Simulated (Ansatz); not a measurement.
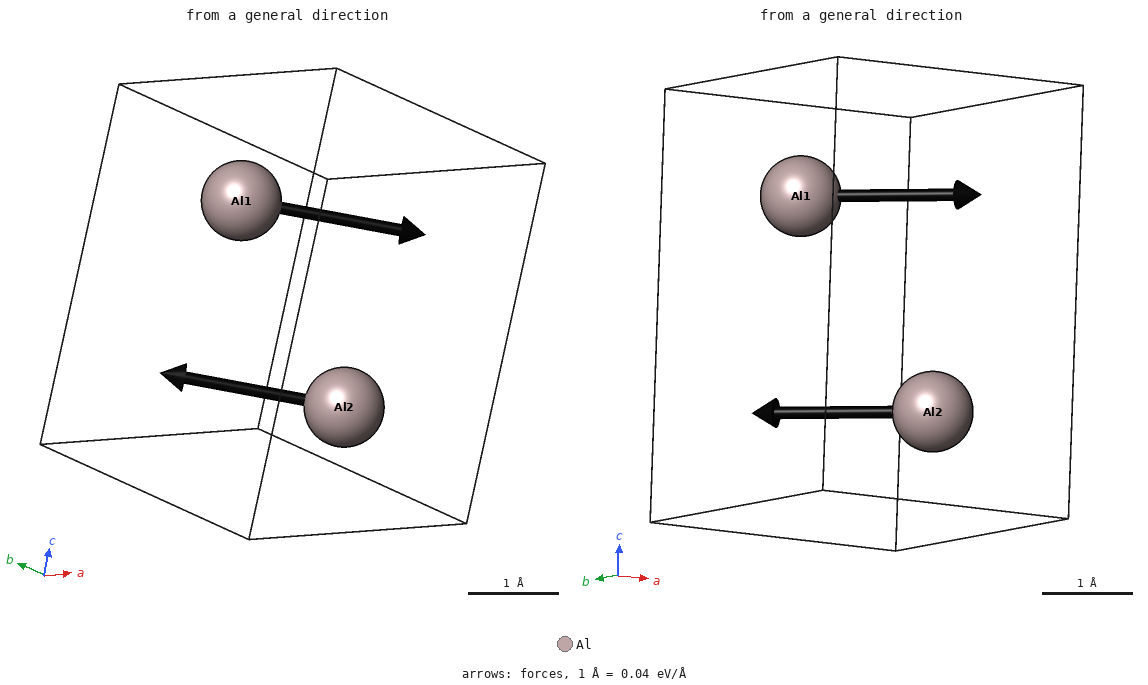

Drawn in the spheres-only manner and seen from two general directions. The edges of the cell (the run's own, in a reduced setting) are marked. The arrows are the computed forces on the atoms.

System: Al. Level of theory and settings: DFT PBEsol+D3(BJ), scalar-relativistic, plane waves, PAW in Ansatz, plane-wave cutoff 420 eV, k-points about 0.14 Å⁻¹ apart, Gaussian smearing of 0.15 eV, no spin polarisation.

### Is this an equilibrium geometry?

No. The atoms still feel forces of up to about 0.067 eV/Å, above a usual threshold of 0.01 to 0.03 eV/Å.

### Which atom feels the largest force?

Al1 and Al2, about 0.067 eV/Å.

It goes back to a structure listed in the Materials Project. The cell was then strained or its atoms displaced on purpose. Ansatz was used for an electronic-structure calculation on it.
